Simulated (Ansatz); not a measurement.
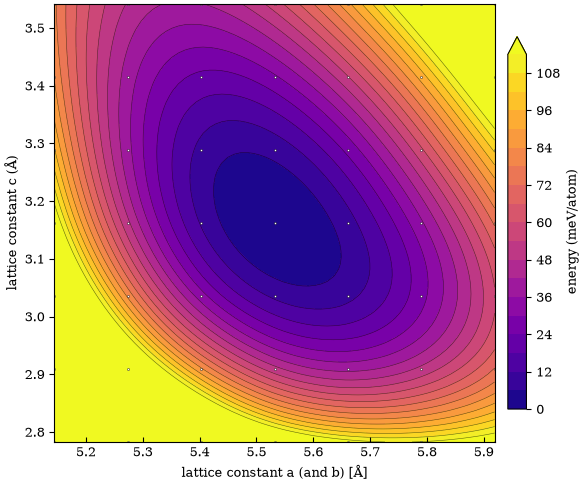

Energy landscape of GaSb (I-4m2, No. 119; 2 atoms in the cell). 
- The energy is mapped over the lattice constants a and c of the conventional cell.
- Coordinates scanned: (1) lattice constant a (and b); (2) lattice constant c.
- Nothing is relaxed (symmetry fixes all fractional coordinates).
- The grid has 7 × 7 points.
- Points are written as (first, second).
- Energies are in meV/atom, from the lowest grid point.
- Level of theory: DFT PBE, scalar-relativistic, plane waves, PAW in Ansatz 0.2.0. Settings: cutoff 420 eV, k-mesh 16×16×16, gaussian smearing 0.15 eV, no spin polarisation.

The picture shows filled contours, dots at the grid points, one colour for all values above the top of the scale. Between grid points the surface is interpolated. 

Describe this landscape.

The lowest grid point is at (5.532 Å, 3.162 Å). It is the only kind of minimum in the scanned range. The highest grid point, (5.145 Å, 2.783 Å), lies 384 meV/atom above the lowest. Round the minimum the valley is somewhat tilted: raising lattice constant a (and b) shifts the best value of lattice constant c downwards (coupling k₁₂/√(k₁₁k₂₂) about 0.5).

The whole map (49 points run) took 12 min on 1 thread of Intel(R) Xeon(R) 6975P-C (Granite Rapids) (shared host).

PAW datasets: the set soft_1.
